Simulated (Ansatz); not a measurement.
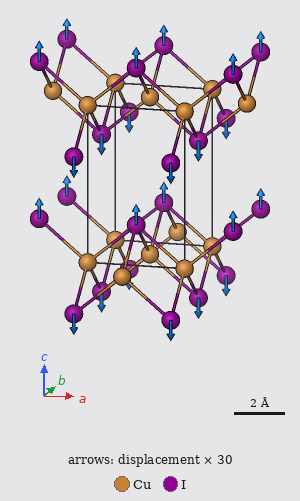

A relaxation of crystalline CuI (set up in P4/nmm). The starting structure is drawn; blue arrows show the displacements (the part carried along by the change of the cell is left out), 30 times their true length.

The picture is a ball-and-stick view of the cell of the calculation, seen slightly off an axis.

Theory: DFT PBEsol, scalar-relativistic, plane waves, PAW (Ansatz).

Input
```yaml
crystal:
  lattice:
    - [4.09019619, 0.0, 0.0]
    - [0.0, 4.09019619, 0.0]
    - [0.0, 0.0, 6.55145804]
  atoms:
    - { symbol: Cu, position: [0.5, 0.5, 0.0] }
    - { symbol: Cu, position: [0.0, 0.0, 0.0] }
    - { symbol: I, position: [0.5, 0.0, 0.25696564] }
    - { symbol: I, position: [0.0, 0.5, 0.74303436] }
basis:
  ecutwfc: 420
kpoints:
  mp_grid: { grid: [8, 8, 4] }
hamiltonian:
  xc: pbesol
scf:
  occupations: { method: gaussian, width: 0.02 }
output:
  forces: true
  stress: true
  eigenvalues: true
relax:
  adjacent_minimum: "off"
  f_tol: 0.005
  max_steps: 80
  cell: { stress_tol: 0.05 }
```

### Atoms of which element are displaced furthest, and by how much?

Iodine: up to 0.030 Å, against 0.000 Å for copper.

### What happened in the run?

The energy falls by 25.4 meV per cell of the calculation in 2 accepted moves (3 points after the start). The largest force component goes from 0.23 to 0.0027 eV/Å. Pressure: −1.67 GPa at the start and 0.02 GPa at the end. At 1 point the geometry stayed and the basis and grid were re-selected for the new cell (energy shift of 1.9 meV per cell of the calculation at most each time). The largest moves relative to the cell, 0.030 Å, are those of I3 and I4. I4 goes along −c. Cu stays in place. The volume changes by −5.3 %, with a = b 4.090 → 4.002 Å (−2.2 %), c 6.551 → 6.481 Å (−1.1 %). Some distances before and after: Cu1–I3 2.649 → 2.622 Å. The space group stays P4/nmm (No. 129). The run took about 60 core-seconds on a shared host.
